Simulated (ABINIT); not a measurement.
**Dielectric calculation, with input and output: RbCl (part 2 of 2)**

RbCl (2 atoms in the cell); Kohn-Sham DFT of a periodic cell, PBEsol, PseudoDojo NC SR PBEsol v0.4.1 standard, no spin polarisation (ABINIT 10.8.3); cutoff 680.28 eV, 2×2×2 k-mesh, fixed occupations. The structure derives from an entry of the Crystallography Open Database.

Geometry of the input (Å; fractional positions):
```
0.0000  3.2740  3.2740
3.2740  0.0000  3.2740
3.2740  3.2740  0.0000
Rb 0.0000  0.0000  0.0000
Cl 0.5000  0.5000  0.5000
```

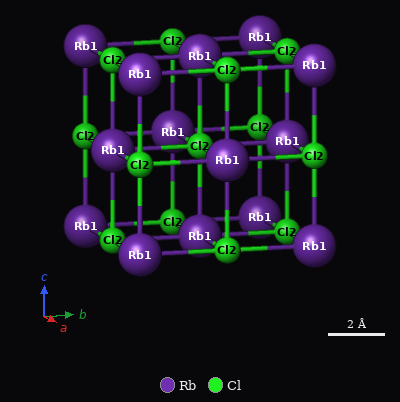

Fig. 1: The input geometry (ball-and-stick view of the cell 4 times as large as that of the calculation, set on its symmetry axes, seen slightly off an axis; atoms are numbered from 1 in the order of the input).

What the program printed, continued:
```
--- !DatasetInfo
iteration_state: {dtset: 2, }
dimensions: {natom: 2, nkpt: 16, mband: 8, nsppol: 1, nspinor: 1, nspden: 1, mpw: 2831, }
cutoff_energies: {ecut:  25.0, pawecutdg:  -1.0, }
electrons: {nelect:   1.60000000E+01, charge:   0.00000000E+00, occopt:   1.00000000E+00, tsmear:   1.00000000E-02, }
meta: {optdriver: 1, rfelfd: 2, }
...

 mkfilename : getwfk/=0, take file _WFK from output of DATASET   1.

 Real(R)+Recip(G) space primitive vectors, cartesian coordinates (Bohr,Bohr^-1):
 R(1)=  0.0000000  6.1869633  6.1869633  G(1)= -0.0808151  0.0808151  0.0808151
 R(2)=  6.1869633  0.0000000  6.1869633  G(2)=  0.0808151 -0.0808151  0.0808151
 R(3)=  6.1869633  6.1869633  0.0000000  G(3)=  0.0808151  0.0808151 -0.0808151
 Unit cell volume ucvol=  4.7365554E+02 bohr^3
 Angles (23,13,12)=  6.00000000E+01  6.00000000E+01  6.00000000E+01 degrees
 setup1 : take into account q-point for computing boxcut.

 getcut: wavevector=  0.0000  0.0000  0.0000  ngfft=  40  40  40
         ecut(hartree)=     25.000   => boxcut(ratio)=   2.03110
--------------------------------------------------------------------------------

 ==>  initialize data related to q vector <==

 The list of irreducible perturbations for this q vector is:
    1)    idir= 1    ipert=   3
    2)    idir= 2    ipert=   3
    3)    idir= 3    ipert=   3

================================================================================

--------------------------------------------------------------------------------
 Perturbation wavevector (in red.coord.)   0.000000  0.000000  0.000000
 Perturbation : derivative vs k along direction   1
 The set of symmetries contains only one element for this perturbation.
 symkpt : not enough symmetry to change the number of k points.

--------------------------------------------------------------------------------

--------------------------------------------------------------------------------

 Initialisation of the first-order wave-functions :
  ireadwf=   0

--- !BeginCycle
iteration_state: {dtset: 2, }
solver: {iscf: -3, nstep: 80, nline: 4, wfoptalg: 0, }
tolerances: {tolwfr: 1.00E-18, }
...

     iter   2DEtotal(Ha)        deltaE(Ha) residm    vres2
-ETOT  1  -11.954682856859     -1.195E+01 6.002E-02 0.000E+00
 ETOT  2  -11.979494638772     -2.481E-02 4.450E-04 0.000E+00
 ETOT  3  -11.979668706350     -1.741E-04 5.575E-06 0.000E+00
 ETOT  4  -11.979670201679     -1.495E-06 3.652E-08 0.000E+00
 ETOT  5  -11.979670215445     -1.377E-08 6.779E-10 0.000E+00
 ETOT  6  -11.979670215575     -1.298E-10 4.386E-12 0.000E+00
 ETOT  7  -11.979670215576     -1.291E-12 8.203E-14 0.000E+00
 ETOT  8  -11.979670215576      2.132E-14 5.287E-16 0.000E+00
 ETOT  9  -11.979670215576     -1.066E-14 9.927E-18 0.000E+00
 ETOT 10  -11.979670215576      0.000E+00 9.955E-19 0.000E+00

 At SCF step   10   max residual=  9.95E-19 < tolwfr=  1.00E-18 =>converged.
================================================================================

 ----iterations are completed or convergence reached----

 Mean square residual over all n,k,spin=   59.684E-20; max=  99.550E-20
 dfpt_looppert : ek2=    2.4752319010E+01
          f-sum rule ratio=    9.9278027007E-01
 Expectation of eigenvalue derivatives (hartree) for nkpt=  16  k points:
  (in case of degenerate eigenvalues, averaged derivative)
 kpt#   1, nband=  8, wtk=  0.06250, kpt= -0.2500  0.5000  0.0000 (reduced coord)
  -0.00056   -0.01373    0.03175    0.01123    0.01530   -0.07699   -0.01975   -0.02973
 prteigrs : prtvol=0 or 1, do not print more k-points.

 2DEtotal=   -0.1197967022E+02 Ha. Also 2DEtotal=   -0.325983433336E+03 eV
    (  non-var. 2DEtotal :   -1.1979670216E+01 Ha)

--------------------------------------------------------------------------------
 Perturbation wavevector (in red.coord.)   0.000000  0.000000  0.000000
 Perturbation : derivative vs k along direction   2
 The set of symmetries contains only one element for this perturbation.
 symkpt : not enough symmetry to change the number of k points.

--------------------------------------------------------------------------------

--------------------------------------------------------------------------------

 Initialisation of the first-order wave-functions :
  ireadwf=   0

--- !BeginCycle
iteration_state: {dtset: 2, }
solver: {iscf: -3, nstep: 80, nline: 4, wfoptalg: 0, }
tolerances: {tolwfr: 1.00E-18, }
...

     iter   2DEtotal(Ha)        deltaE(Ha) residm    vres2
-ETOT  1  -11.954682856667     -1.195E+01 6.002E-02 0.000E+00
 ETOT  2  -11.979494638579     -2.481E-02 4.450E-04 0.000E+00
 ETOT  3  -11.979668706157     -1.741E-04 5.575E-06 0.000E+00
 ETOT  4  -11.979670201486     -1.495E-06 3.652E-08 0.000E+00
 ETOT  5  -11.979670215253     -1.377E-08 6.779E-10 0.000E+00
 ETOT  6  -11.979670215382     -1.299E-10 4.386E-12 0.000E+00
 ETOT  7  -11.979670215384     -1.236E-12 8.203E-14 0.000E+00
 ETOT  8  -11.979670215384      1.776E-15 5.287E-16 0.000E+00
 ETOT  9  -11.979670215384     -1.776E-14 9.927E-18 0.000E+00
 ETOT 10  -11.979670215384      5.329E-15 9.955E-19 0.000E+00

 At SCF step   10   max residual=  9.95E-19 < tolwfr=  1.00E-18 =>converged.
================================================================================

 ----iterations are completed or convergence reached----

 Mean square residual over all n,k,spin=   59.580E-20; max=  99.550E-20
 dfpt_looppert : ek2=    2.4752319010E+01
          f-sum rule ratio=    9.9278027005E-01
 Expectation of eigenvalue derivatives (hartree) for nkpt=  16  k points:
  (in case of degenerate eigenvalues, averaged derivative)
 kpt#   1, nband=  8, wtk=  0.06250, kpt= -0.2500  0.5000  0.0000 (reduced coord)
  -0.00068    0.00250    0.01236   -0.00468   -0.00746    0.01146    0.01909    0.03070
 prteigrs : prtvol=0 or 1, do not print more k-points.

 2DEtotal=   -0.1197967022E+02 Ha. Also 2DEtotal=   -0.325983433330E+03 eV
    (  non-var. 2DEtotal :   -1.1979670216E+01 Ha)

--------------------------------------------------------------------------------
 Perturbation wavevector (in red.coord.)   0.000000  0.000000  0.000000
 Perturbation : derivative vs k along direction   3
 The set of symmetries contains only one element for this perturbation.
 symkpt : not enough symmetry to change the number of k points.

--------------------------------------------------------------------------------

--------------------------------------------------------------------------------

 Initialisation of the first-order wave-functions :
  ireadwf=   0

--- !BeginCycle
iteration_state: {dtset: 2, }
solver: {iscf: -3, nstep: 80, nline: 4, wfoptalg: 0, }
tolerances: {tolwfr: 1.00E-18, }
...

     iter   2DEtotal(Ha)        deltaE(Ha) residm    vres2
-ETOT  1  -11.954682856475     -1.195E+01 6.002E-02 0.000E+00
 ETOT  2  -11.979494638386     -2.481E-02 4.450E-04 0.000E+00
 ETOT  3  -11.979668705965     -1.741E-04 5.575E-06 0.000E+00
 ETOT  4  -11.979670201294     -1.495E-06 3.652E-08 0.000E+00
 ETOT  5  -11.979670215060     -1.377E-08 6.779E-10 0.000E+00
 ETOT  6  -11.979670215190     -1.298E-10 4.386E-12 0.000E+00
 ETOT  7  -11.979670215191     -1.254E-12 8.203E-14 0.000E+00
 ETOT  8  -11.979670215191     -3.020E-14 5.287E-16 0.000E+00
 ETOT  9  -11.979670215191      1.421E-14 9.927E-18 0.000E+00
 ETOT 10  -11.979670215191      1.776E-15 9.955E-19 0.000E+00

 At SCF step   10   max residual=  9.95E-19 < tolwfr=  1.00E-18 =>converged.
================================================================================

 ----iterations are completed or convergence reached----

 Mean square residual over all n,k,spin=   59.668E-20; max=  99.550E-20
 dfpt_looppert : ek2=    2.4752319010E+01
          f-sum rule ratio=    9.9278027004E-01
 Expectation of eigenvalue derivatives (hartree) for nkpt=  16  k points:
  (in case of degenerate eigenvalues, averaged derivative)
 kpt#   1, nband=  8, wtk=  0.06250, kpt= -0.2500  0.5000  0.0000 (reduced coord)
   0.00062    0.00562   -0.02205   -0.00328   -0.00392    0.03277    0.00033   -0.00048
 prteigrs : prtvol=0 or 1, do not print more k-points.

 2DEtotal=   -0.1197967022E+02 Ha. Also 2DEtotal=   -0.325983433325E+03 eV
    (  non-var. 2DEtotal :   -1.1979670215E+01 Ha)
================================================================================

 ---- first-order wavefunction calculations are completed ----

 Total localisation tensor (bohr^2) in cartesian coordinates
  WARNING : still subject to testing - especially symmetries.
      direction              matrix element
   alpha     beta       real part   imaginary part
     1        1       1.2723286934    0.0000000000
     1        2       0.6361643467    0.0000000000
     1        3       0.6361643467    0.0000000000
     2        1       0.6361643467    0.0000000000
     2        2       1.2723286934    0.0000000000
     2        3       0.6361643467   -0.0000000000
     3        1       0.6361643467    0.0000000000
     3        2       0.6361643467   -0.0000000000
     3        3       1.2723286934    0.0000000000

 respfn : d/dk was computed, but no 2DTE, so no DDB output.

================================================================================
== DATASET  3 ==================================================================

--- !DatasetInfo
iteration_state: {dtset: 3, }
dimensions: {natom: 2, nkpt: 16, mband: 8, nsppol: 1, nspinor: 1, nspden: 1, mpw: 2831, }
cutoff_energies: {ecut:  25.0, pawecutdg:  -1.0, }
electrons: {nelect:   1.60000000E+01, charge:   0.00000000E+00, occopt:   1.00000000E+00, tsmear:   1.00000000E-02, }
meta: {optdriver: 1, rfelfd: 3, }
...

 mkfilename : getwfk/=0, take file _WFK from output of DATASET   1.

 mkfilename : getddk/=0, take file _1WF from output of DATASET   2.

 Real(R)+Recip(G) space primitive vectors, cartesian coordinates (Bohr,Bohr^-1):
 R(1)=  0.0000000  6.1869633  6.1869633  G(1)= -0.0808151  0.0808151  0.0808151
 R(2)=  6.1869633  0.0000000  6.1869633  G(2)=  0.0808151 -0.0808151  0.0808151
 R(3)=  6.1869633  6.1869633  0.0000000  G(3)=  0.0808151  0.0808151 -0.0808151
 Unit cell volume ucvol=  4.7365554E+02 bohr^3
 Angles (23,13,12)=  6.00000000E+01  6.00000000E+01  6.00000000E+01 degrees
 setup1 : take into account q-point for computing boxcut.

 getcut: wavevector=  0.0000  0.0000  0.0000  ngfft=  40  40  40
         ecut(hartree)=     25.000   => boxcut(ratio)=   2.03110
--------------------------------------------------------------------------------

 ==>  initialize data related to q vector <==

 The list of irreducible perturbations for this q vector is:
    1)    idir= 1    ipert=   4

================================================================================

 The perturbation idir=   2  ipert=   4 is
 symmetric of a previously calculated perturbation.
 So, its SCF calculation is not needed.

 The perturbation idir=   3  ipert=   4 is
 symmetric of a previously calculated perturbation.
 So, its SCF calculation is not needed.

--------------------------------------------------------------------------------
 Perturbation wavevector (in red.coord.)   0.000000  0.000000  0.000000
 Perturbation : homogeneous electric field along direction   1
 The set of symmetries contains only one element for this perturbation.
 symkpt : not enough symmetry to change the number of k points.

--------------------------------------------------------------------------------

--------------------------------------------------------------------------------

 Initialisation of the first-order wave-functions :
  ireadwf=   0

--- !BeginCycle
iteration_state: {dtset: 3, }
solver: {iscf: 7, nstep: 80, nline: 4, wfoptalg: 0, }
tolerances: {tolvrs: 1.00E-08, }
...

     iter   2DEtotal(Ha)        deltaE(Ha) residm    vres2
-ETOT  1  -31.602770805464     -3.160E+01 3.857E-01 1.687E+04
 ETOT  2  -37.500854783487     -5.898E+00 6.863E-02 1.545E+03
 ETOT  3  -38.422227438565     -9.214E-01 6.430E-03 4.486E+01
 ETOT  4  -38.447607674425     -2.538E-02 2.288E-04 1.784E+00
 ETOT  5  -38.447959091843     -3.514E-04 9.580E-07 1.149E-01
 ETOT  6  -38.447994176729     -3.508E-05 4.470E-08 7.922E-03
 ETOT  7  -38.447996415881     -2.239E-06 1.690E-08 1.717E-04
 ETOT  8  -38.447996481752     -6.587E-08 5.376E-10 6.119E-06
 ETOT  9  -38.447996483784     -2.031E-09 1.009E-11 1.699E-07
 ETOT 10  -38.447996483848     -6.442E-11 7.254E-13 1.585E-08
 ETOT 11  -38.447996483855     -6.935E-12 6.782E-14 3.916E-10

 At SCF step   11       vres2   =  3.92E-10 < tolvrs=  1.00E-08 =>converged.
-open ddk wf file :runo_DS2_1WF7
-open ddk wf file :runo_DS2_1WF8
-open ddk wf file :runo_DS2_1WF9
================================================================================

 ----iterations are completed or convergence reached----

 Mean square residual over all n,k,spin=   17.248E-15; max=  67.817E-15

 2DEtotal=   -0.3844799648E+02 Ha. Also 2DEtotal=   -0.104622328271E+04 eV
    (  non-var. 2DEtotal :   -3.8447996315E+01 Ha)
================================================================================

 ---- first-order wavefunction calculations are completed ----

 ==> Compute Derivative Database <==
 The violation of the charge neutrality conditions
 by the effective charges is as follows :
    atom        electric field
 displacement     direction
       1               1        0.115520        0.000000
       1               2        0.000000        0.000000
       1               3        0.000000        0.000000
       2               1        0.000000        0.000000
       2               2        0.115520        0.000000
       2               3       -0.000000        0.000000
       3               1       -0.000000        0.000000
       3               2       -0.000000        0.000000
       3               3        0.115520        0.000000

 Effective charge tensors after
 imposition of the charge neutrality (if requested by user),
 and eventual restriction to some part :
   atom    displacement
         1         1    1.142976E+00   -1.734166E-15   -1.720869E-15
         1         2   -1.798538E-16    1.142976E+00    1.747463E-15
         1         3    1.798538E-16    1.734166E-15    1.142976E+00
         2         1   -1.142976E+00    1.734166E-15    1.720869E-15
         2         2    1.798538E-16   -1.142976E+00   -1.747463E-15
         2         3   -1.798538E-16   -1.734166E-15   -1.142976E+00
 Now, the imaginary part of the dynamical matrix is zeroed

  Dielectric tensor, in cartesian coordinates,
     j1       j2             matrix element
  dir pert dir pert     real part    imaginary part

   1    4   1    4         2.3187274237        -0.0000000000

   2    4   2    4         2.3187274237        -0.0000000000

   3    4   3    4         2.3187274237        -0.0000000000

  Effective charges, in cartesian coordinates,
  (from electric field response)
   if specified in the inputs, charge neutrality has been imposed
     j1       j2             matrix element
  dir pert dir pert     real part    imaginary part

   1    1   1    4         1.1429762576         0.0000000000
   1    2   1    4        -1.1429762576         0.0000000000

   2    1   2    4         1.1429762576         0.0000000000
   2    2   2    4        -1.1429762576         0.0000000000

   3    1   3    4         1.1429762576         0.0000000000
   3    2   3    4        -1.1429762576         0.0000000000

== END DATASET(S) ==============================================================
================================================================================

 -outvars: echo values of variables after computation  --------
            acell      1.8897261259E+00  1.8897261259E+00  1.8897261259E+00 Bohr
           etotal1    -4.3545825032E+01
           etotal2    -1.1979670215E+01
           etotal3    -3.8447996484E+01
            fcart1    -0.0000000000E+00 -0.0000000000E+00 -0.0000000000E+00
                      -0.0000000000E+00 -0.0000000000E+00 -0.0000000000E+00
            fcart3     0.0000000000E+00  0.0000000000E+00  0.0000000000E+00
                       0.0000000000E+00  0.0000000000E+00  0.0000000000E+00
            rprim      0.0000000000E+00  3.2740000000E+00  3.2740000000E+00
                       3.2740000000E+00  0.0000000000E+00  3.2740000000E+00
                       3.2740000000E+00  3.2740000000E+00  0.0000000000E+00
           strten1     8.2548319503E-06  8.2548319503E-06  8.2548319503E-06
                       0.0000000000E+00  0.0000000000E+00  0.0000000000E+00
           strten3     0.0000000000E+00  0.0000000000E+00  0.0000000000E+00
                       0.0000000000E+00  0.0000000000E+00  0.0000000000E+00
           xangst      0.0000000000E+00  0.0000000000E+00  0.0000000000E+00
                       3.2740000000E+00  3.2740000000E+00  3.2740000000E+00
             xred      0.0000000000E+00  0.0000000000E+00  0.0000000000E+00
                       5.0000000000E-01  5.0000000000E-01  5.0000000000E-01
 Calculation completed.
```

File anaddb.abo:
```
.Version 10.8.3 of ANADDB
================================================================================

 -outvars_anaddb: echo values of input variables ----------------------

 Flags :
     dieflag         2
 Miscellaneous information :
         asr         2

================================================================================

 read the DDB information and perform some checks

  ==== Info on the Cryst% object ====
 Real(R)+Recip(G) space primitive vectors, cartesian coordinates (Bohr,Bohr^-1):
 R(1)=  0.0000000  6.1869633  6.1869633  G(1)= -0.0808151  0.0808151  0.0808151
 R(2)=  6.1869633  0.0000000  6.1869633  G(2)=  0.0808151 -0.0808151  0.0808151
 R(3)=  6.1869633  6.1869633  0.0000000  G(3)=  0.0808151  0.0808151 -0.0808151
 Unit cell volume ucvol=  4.7365554E+02 bohr^3
 Angles (23,13,12)=  6.00000000E+01  6.00000000E+01  6.00000000E+01 degrees
 Time-reversal symmetry is present
 Reduced atomic positions [iatom, xred, symbol]:
    1)    0.0000000  0.0000000  0.0000000  Rb
    2)    0.5000000  0.5000000  0.5000000  Cl

 DDB file with 3 blocks has been read.

================================================================================

 Dielectric Tensor and Effective Charges

 anaddb : Zero the imaginary part of the Dynamical Matrix at Gamma,
   and impose the ASR on the effective charges

 The violation of the charge neutrality conditions
 by the effective charges is as follows :
    atom        electric field
 displacement     direction
       1               1        0.115520        0.000000
       1               2        0.000000        0.000000
       1               3        0.000000        0.000000
       2               1        0.000000        0.000000
       2               2        0.115520        0.000000
       2               3       -0.000000        0.000000
       3               1       -0.000000        0.000000
       3               2       -0.000000        0.000000
       3               3        0.115520        0.000000

 Effective charge tensors after
 imposition of the charge neutrality (if requested by user),
 and eventual restriction to some part :
   atom    displacement
         1         1    1.142976E+00    3.920911E-18    3.515488E-18
         1         2    3.920911E-18    1.142976E+00   -4.326334E-18
         1         3   -3.920911E-18   -3.920911E-18    1.142976E+00
         2         1   -1.142976E+00   -3.920911E-18   -3.515488E-18
         2         2   -3.920911E-18   -1.142976E+00    4.326334E-18
         2         3    3.920911E-18    3.920911E-18   -1.142976E+00
 Now, the imaginary part of the dynamical matrix is zeroed

================================================================================

 anaddb : the run completed successfully.
```
